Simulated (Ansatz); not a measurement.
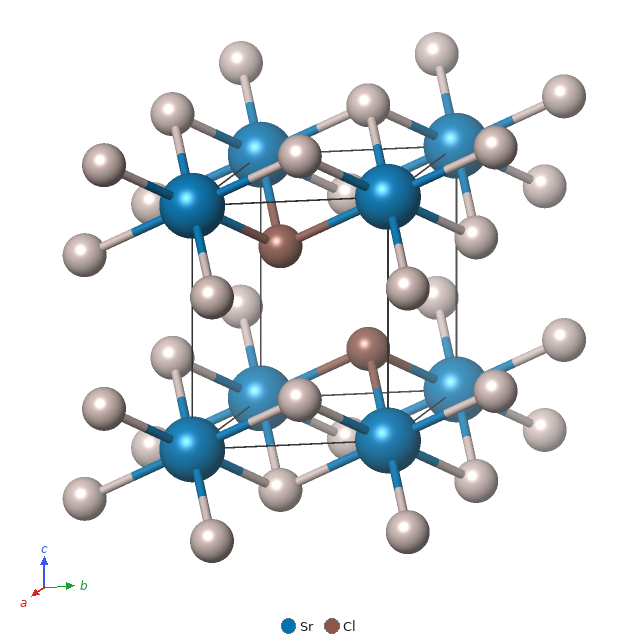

The figure gives a ball-and-stick picture of the atoms, viewed slightly off an axis. The unit cell is drawn as a box. The bonded neighbours beyond the faces are included, in fainter colours.

SrCl$_{2}$, a = 4.407 Å, b = 4.386 Å, c = 5.596 Å, α = 90.00°, β = 90.00°, γ = 119.51°. Strictly the space group is P-1 (No. 2, within 0.01 Å). It is a distorted form of a primitive hexagonal structure, space group P-3m1 (No. 164) within 0.25 Å: cadmium iodide (CdI₂, 1T) type. The cell started as a structure type filled with these elements by a generator (whether the compound takes this form wasn't checked). The cell was then strained or its atoms displaced on purpose. It was the input of a calculation with Ansatz.

This one geometry was computed with Ansatz (DFT, plane waves, PAW) at three levels of theory: r2SCAN, HSE06 and PBE.

Question: How does the band gap change with the level of theory?

Answer: PBE: a gap of 5.16 eV, direct; r2SCAN: a gap of 5.79 eV, direct; HSE06: a gap of 6.45 eV, direct.

Question: Collect the results in a table.

Answer:
| level | cutoff (eV) | k-mesh of the run's cell | gap (eV) | pressure (GPa) |
| --- | --- | --- | --- | --- |
| r2SCAN | 500 | 6×6×6 | 5.79 | 0.6 |
| HSE06 | 420 | 6×6×4 | 6.45 | 0.8 |
| PBE | 420 | 6×6×6 | 5.16 | 1.2 |

Gaps are taken on the k-mesh or band path of each run.
